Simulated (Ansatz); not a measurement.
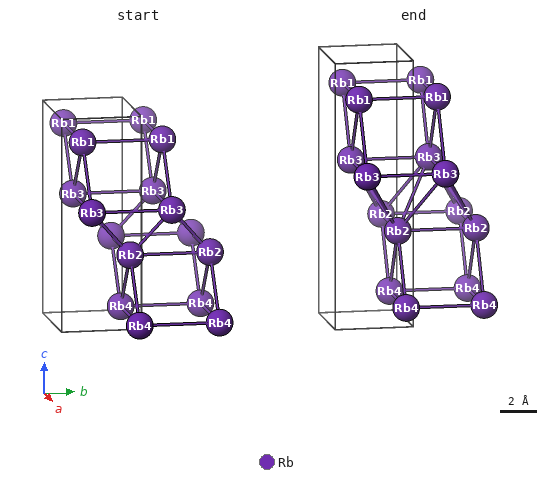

The structure of crystalline Rb (set up in Pnma) (coarse preliminary run) before (left) and after (right) a relaxation, at one scale.

The picture is a ball-and-stick view of the cell of the calculation, repeated 2 × 2 × 1 with one cell outlined, seen slightly off an axis.

The calculation used DFT PBEsol, scalar-relativistic, plane waves, PAW (Ansatz).

Input file:
```yaml
crystal:
  lattice:
    - [5.74, 0.0, 0.0]
    - [0.0, 4.64, 0.0]
    - [0.0, 0.0, 12.38]
  atoms:
    - { symbol: Rb, position: [0.047, 0.25, 0.893] }
    - { symbol: Rb, position: [0.453, 0.75, 0.393] }
    - { symbol: Rb, position: [0.547, 0.25, 0.607] }
    - { symbol: Rb, position: [0.953, 0.75, 0.107] }
basis:
  ecutwfc: 420
kpoints:
  mp_grid: { grid: [4, 4, 2] }
hamiltonian:
  xc: pbesol
scf:
  occupations: { method: gaussian, width: 0.1 }
output:
  forces: true
  stress: true
  eigenvalues: true
relax:
  adjacent_minimum: "off"
  f_tol: 0.05
  max_steps: 80
  cell: { stress_tol: 0.5 }
```

Run as
```bash
ansatz run input.yaml --threads 1 --pin off --max-ram 2560MiB --backend cpu --events-out ev --progress --plain --runs-dir out
```

> Summarise the run.

The energy falls by 1.146 eV per cell of the calculation in 9 accepted moves (10 points after the start). The largest force component goes from 0.7 to 0.016 eV/Å. Pressure: 0.95 GPa at the start and 0.03 GPa at the end. The SCF was repeated once at an unchanged geometry on a basis and grid sized afresh for the cell, which shifted the energy by 1.0 meV per cell of the calculation at most. The largest moves relative to the cell, 1.08 Å, are those of Rb1, Rb2, Rb3 and Rb4. Rb4 goes roughly along −a. The volume changes by +6.7 %, with a 5.740 → 5.014 Å (−12.7 %), b 4.640 → 4.536 Å (−2.2 %), c 12.380 → 15.478 Å (+25.0 %). Among the contacts that change: Rb1–Rb4 3.563 → 5.085 Å, Rb1–Rb4 (another image) 6.281 → 5.004 Å, Rb1–Rb1 5.740 → 5.014 Å, Rb1–Rb3 4.558 → 4.716 Å. Bond angles that change, for instance: Rb3–Rb1–Rb4 132.3° → 153.4°, Rb1–Rb1–Rb4 130.6° → 116.5°, Rb3–Rb1–Rb3 78.1° → 64.2°. The space group stays Pnma (No. 62). The run took 75 s on 1 thread of Arm Neoverse V1 (shared host), peak memory 0.48 GiB.
